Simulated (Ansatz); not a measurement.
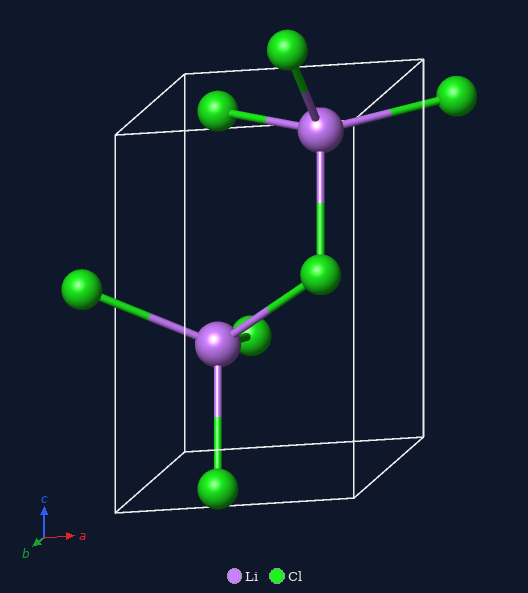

The crystal in a ball-and-stick representation, seen from a general direction. One simulation cell is outlined, and atoms on its boundary appear in each equivalent place. Some atoms of the next cells are drawn as well.

Full input:
```yaml
crystal:
  lattice:
    - [3.8790068576, 0.0, 0.0]
    - [-1.9395034288, 3.3593184801, 0.0]
    - [0.0, 0.0, 6.1777304792]
  atoms:
    - { symbol: Li, position: [0.6666666667, 0.3333333333, 0.8785713725] }
    - { symbol: Li, position: [0.3333333333, 0.6666666667, 0.3785713725] }
    - { symbol: Cl, position: [0.6666666667, 0.3333333333, 0.4964296275] }
    - { symbol: Cl, position: [0.3333333333, 0.6666666667, 0.9964296275] }
kpoints:
  mp_grid: { grid: [6, 6, 4] }
hamiltonian:
  xc: pbesol
scf:
  occupations: { method: fixed }
phonons:
  method: dfpt
  dielectric: true
  qpoints: [[0, 0, 0]]
  rigid_motions: translations
```
Run as:
```sh
ansatz run input.yaml --threads 2 --pin off --max-ram 2211MiB --backend cpu --events-out ev --progress --plain --runs-dir out
```

Setup: DFT, PBEsol, plane waves, PAW (Ansatz); E_cut = 420 eV, the zone sampled with 6×6×4 points, no spin polarisation.

What is the band gap, if any?

Answer. An insulator at this level, with a gap of 5.85 eV, direct.

What is the optical dielectric constant?

Answer. ε∞ averages 2.5.

The cell started as a structure listed in the Materials Project. Earlier steps of the study may have refined or changed the cell and positions. It was run through Ansatz as a DFT input.
